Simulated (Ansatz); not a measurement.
```cif
data_structure
_symmetry_space_group_name_H-M 'P 1'
_symmetry_Int_Tables_number 1
_cell_length_a 6.5005
_cell_length_b 6.5005
_cell_length_c 6.5005
_cell_angle_alpha 90.000
_cell_angle_beta 90.000
_cell_angle_gamma 90.000
_cell_volume 274.69
loop_
_atom_site_label
_atom_site_type_symbol
_atom_site_fract_x
_atom_site_fract_y
_atom_site_fract_z
_atom_site_occupancy
Si1 Si 0.10347 0.10347 0.10347 1
Si2 Si 0.60347 0.60347 0.60347 1
Si3 Si 0.89653 0.39653 0.10347 1
Si4 Si 0.39653 0.89653 0.60347 1
Si5 Si 0.10347 0.89653 0.39653 1
Si6 Si 0.60347 0.39653 0.89653 1
Si7 Si 0.39653 0.10347 0.89653 1
Si8 Si 0.89653 0.60347 0.39653 1
Si9 Si 0.39653 0.39653 0.39653 1
Si10 Si 0.89653 0.89653 0.89653 1
Si11 Si 0.60347 0.10347 0.39653 1
Si12 Si 0.10347 0.60347 0.89653 1
Si13 Si 0.39653 0.60347 0.10347 1
Si14 Si 0.89653 0.10347 0.60347 1
Si15 Si 0.10347 0.39653 0.60347 1
Si16 Si 0.60347 0.89653 0.10347 1
```

Space group Ia-3; computed pressure about 7 GPa in this cell.

Computed with DFT, PBE, plane-wave PAW, default files, scalar-relativistic in Ansatz 0.2.0.

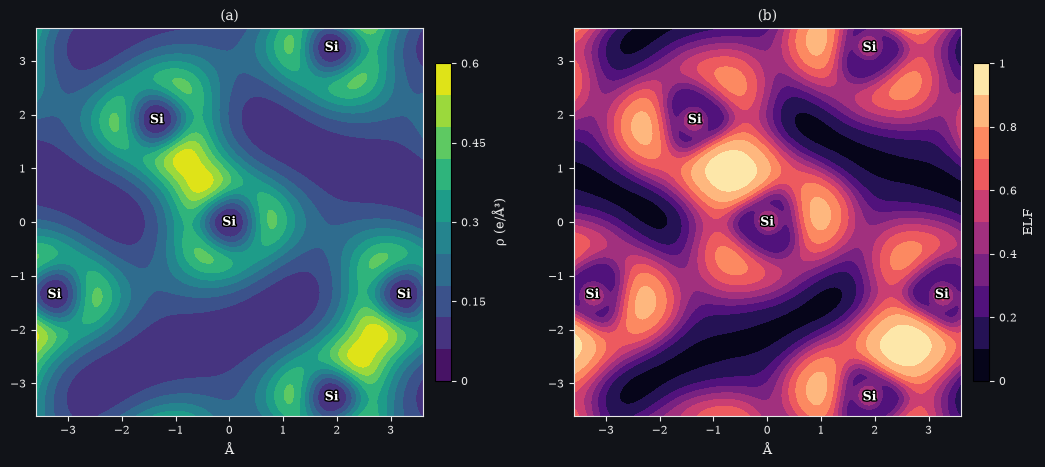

Si. (a) valence electron density; (b) electron localisation function on the (100) plane of the conventional cell.

Core electrons are frozen (PAW), and the valence fields are smoothed inside the atomic spheres.

Read the bonding off the picture.

Answer.
- The section cuts through Si sites.
- Si–Si (2.33 Å): ρ at the midpoint is about 0.57 e/Å³; the ELF peaks at about 0.95 between the atoms.
- Between the atoms the lowest density in this plane is 0.07 e/Å³.
